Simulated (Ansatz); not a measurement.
Mo$_{3}$S (slab)

```yaml
crystal:
  lattice:
    - [2.73705, 0.00000, 0.00000]
    - [-0.91235, 2.58051, 0.00000]
    - [0.00000, 0.00000, 19.80824]
  atoms:
    - { symbol: Mo, position: [0.50000, 0.50000, 0.20194] }
    - { symbol: Mo, position: [0.00000, 0.00000, 0.31069] }
    - { symbol: Mo, position: [0.50000, 0.50000, 0.41943] }
    - { symbol: S, position: [0.83333, 0.16667, 0.50588] }
```

A point of a scan over the structure, not its minimum; not relaxed (largest force 1.3 eV/Å); computed without spin polarisation; PAW files of the earlier set (soft_1).

Level of theory: DFT PBE, scalar-relativistic, plane waves, PAW (Ansatz).

Core electrons are frozen (PAW), and the valence fields are smoothed inside the atomic spheres.

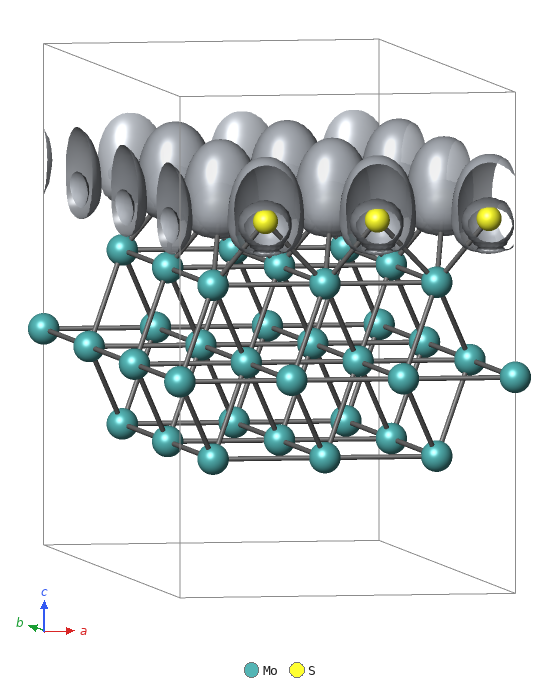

Figure 1. Isosurface of the electron localisation function at 0.75 (grey), seen slightly off an axis. Only the valence region is drawn (cores and ρ < 0.01 e/Å³ removed). Sticks mark near contacts.

What do the ELF domains correspond to?

Answer. The ELF exceeds this value in one region wrapped around S (its valence shell), counted in one cell of 4 atoms. Counts are for one cell; the picture repeats the cell along the surface.


Mo–S (2.27 Å): the ELF peaks at about 0.80 in the valence shell of S, 0.8 Å from its nucleus, and is about 0.45 at the midpoint. Mo–Mo (2.67 Å): the ELF is about 0.30 at the midpoint: no localised pair shows between them.

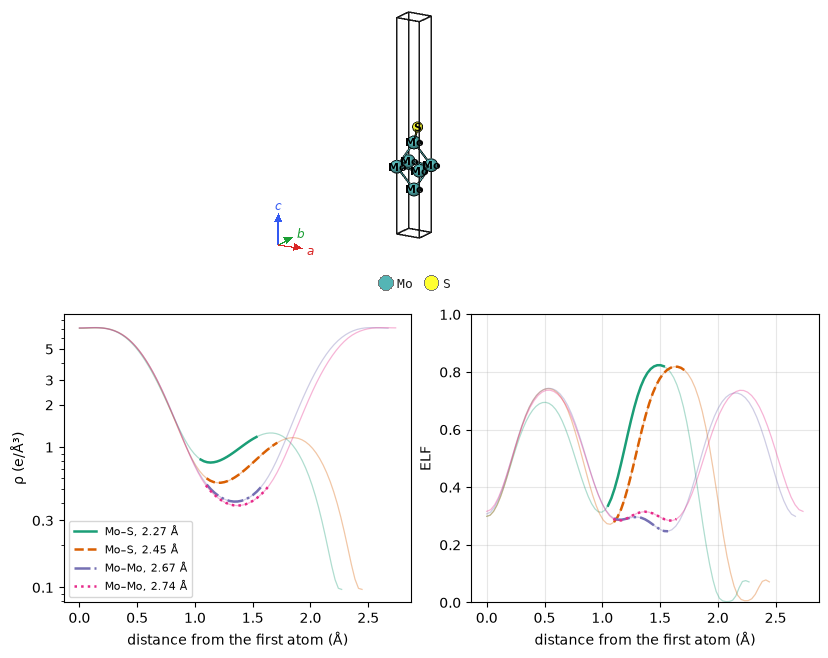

Figure 2. Valence pseudo-density and ELF along straight lines between neighbouring atoms. Thin, pale parts lie inside the atomic spheres. The structure is drawn too.

What can be read from the curves?

Answer. Mo–S (2.27 Å): the density is about 0.78 e/Å³ at the midpoint; the ELF peaks at about 0.80 in the valence shell of S, 0.8 Å from its nucleus, and is about 0.45 at the midpoint.
Mo–S (2.45 Å): ρ at the midpoint is about 0.56 e/Å³; the ELF peaks at about 0.80 in the valence shell of S, 0.8 Å from its nucleus, and is about 0.40 at the midpoint.
Mo–Mo (2.67 Å): ρ is about 0.41 e/Å³ halfway; the ELF is about 0.30 at the midpoint: no localised pair shows between them.
Mo–Mo (2.74 Å): the density is about 0.38 e/Å³ at the midpoint; the ELF is about 0.30 at the midpoint.

Does the calculation give a band gap?

Answer. It is metallic or semimetallic at this level of theory: no gap opens.
